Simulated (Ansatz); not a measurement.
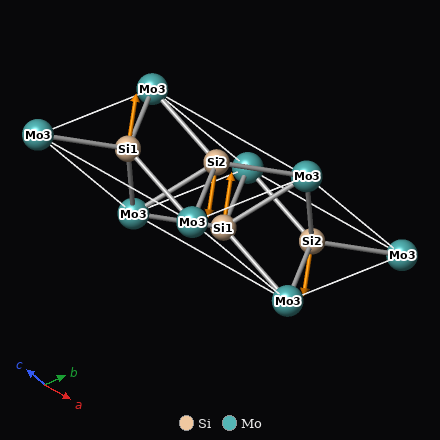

The system is Si2Mo (I4/mmm, No. 139; 3 atoms in the cell); the picture shows the reference structure; orange arrows give the pattern of the mode. The energy is mapped over a normal mode and a strain (zone-centre modes of the 3-atom cell of this scan) (x along [1 0 0], y along [0 1 0], z along [0 0 1] of the conventional cell). First axis: amplitude of mode 7 (320 cm⁻¹), largest displacement in the unstrained cell. Second axis: equal normal strain along x and y. Nothing is relaxed (the pattern is fixed in fractional coordinates). Grid: 7 × 7 points; 28 points were computed and 21 follow by symmetry. Points are written as (first, second). All energies are given in meV per cell relative to the lowest grid point. Theory: DFT PBE, scalar-relativistic, plane waves, PAW in Ansatz 0.2.0. Settings: cutoff 420 eV, k-mesh 18×18×18, gaussian smearing 0.15 eV, no spin polarisation.

Its coordinates:

```
CELL_PARAMETERS angstrom
-1.60849 1.60849 3.93661
1.60849 -1.60849 3.93661
1.60849 1.60849 -3.93661
ATOMIC_POSITIONS crystal
Si 0.33510 0.33510 0.00000
Si 0.66490 0.66490 0.00000
Mo 0.00000 0.00000 0.00000
```

The input of one point:

```yaml
crystal:
  lattice:
    - [-1.6084858705, 1.6084858705, 3.9366136217]
    - [1.6084858705, -1.6084858705, 3.9366136217]
    - [1.6084858705, 1.6084858705, -3.9366136217]
  atoms:
    - { symbol: Si, position: [0.3350971189, 0.3350971189, 0.0] }
    - { symbol: Si, position: [0.6649028811, 0.6649028811, 0.0] }
    - { symbol: Mo, position: [0.0, 0.0, 0.0] }
basis:
  ecutwfc: 420
kpoints:
  mp_grid: { grid: [18, 18, 18] }
hamiltonian:
  xc: pbe
  pseudopotentials: { kind: paw, azcp: { folder: soft_1 } }
scf:
  occupations: { method: gaussian, width: 0.15 }
output:
  forces: true
  stress: true
  eigenvalues: true
  write_density: true
  write_potential: true
  elf: true
  volumetric_format: npy
```

Range: amplitude of mode 7 (320 cm⁻¹), largest displacement in the unstrained cell from −0.119 to 0.119 Å; equal normal strain along x and y from −4.00 to 4.00 %.

Question: What will the energy surface look like?

Answer: The lowest grid point is at (0.000 Å, 0.00 %). No other kind of well shows on this grid. The highest grid point, (−0.119 Å, −4.00 %), lies 420 meV above the lowest.

| second ↓, first → | −0.119 | −0.079 | −0.040 | 0.000 | 0.040 | 0.079 | 0.119 |
| --- | --- | --- | --- | --- | --- | --- | --- |
| 4.00 | 296 | 234 | 197 | 184 | 197 | 234 | 296 |
| 2.67 | 210 | 140 | 99 | 85 | 99 | 140 | 210 |
| 1.33 | 159 | 83 | 37 | 22 | 37 | 83 | 159 |
| 0.00 | 150 | 67 | 17 | 0 | 17 | 67 | 150 |
| −1.33 | 187 | 96 | 42 | 24 | 42 | 96 | 187 |
| −2.67 | 276 | 177 | 118 | 99 | 118 | 177 | 276 |
| −4.00 | 420 | 314 | 251 | 229 | 251 | 314 | 420 |

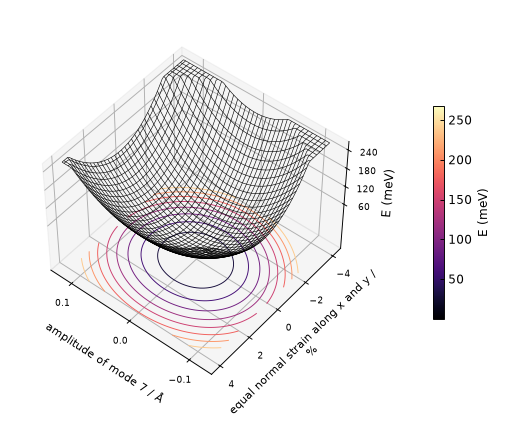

Drawn: a relief with its contours projected below, any walls above the top of the colour scale cut off. Between grid points the surface is interpolated.

Each point was launched as `ansatz run input.yaml --threads 2 --pin off --max-ram 4096MiB --backend cpu --events-out ev --progress --plain --runs-dir out`. Time for the 28 points that were run: 9.1 min on 2 threads of Arm Neoverse V2, with other jobs on the host.
